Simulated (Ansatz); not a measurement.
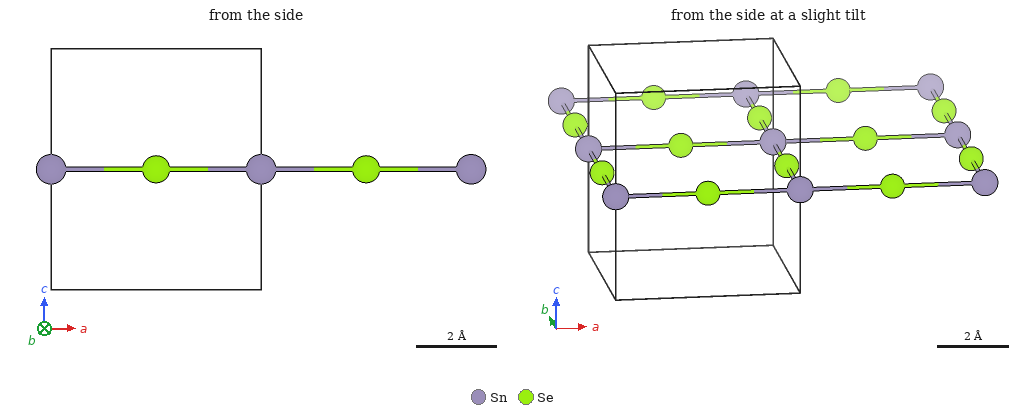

A ball-and-stick picture of a periodic sheet, seen from the side and from the side at a slight tilt. The surface normal points up in side views; the box is the simulation cell. 2×2 cells are drawn in the plane, with atoms at the edges repeated.

The cell holds 1 Sn, 2 Se.

Q: Give the termination of both faces.

A: The top face ends in Se and Sn, the bottom face in Se and Sn. The two faces are alike.

Q: What height do the atoms span?

A: About 0.0 Å from the lowest to the highest atom, with about 6 Å of vacuum to the next image.

Q: Describe the coordination and connectivity.

A: Each Sn atom is coordinated by four Se in a square planar arrangement at about 2.6 Å. Each Se is bonded to two Sn in a linear arrangement at about 2.6 Å. The bonds build SnSe2 layers parallel to the surface.

The structure was taken from a random cell made by a generator, so it need not be a real form of the compound. Relaxation method: DFT PBE, scalar-relativistic, plane waves, PAW in Ansatz.
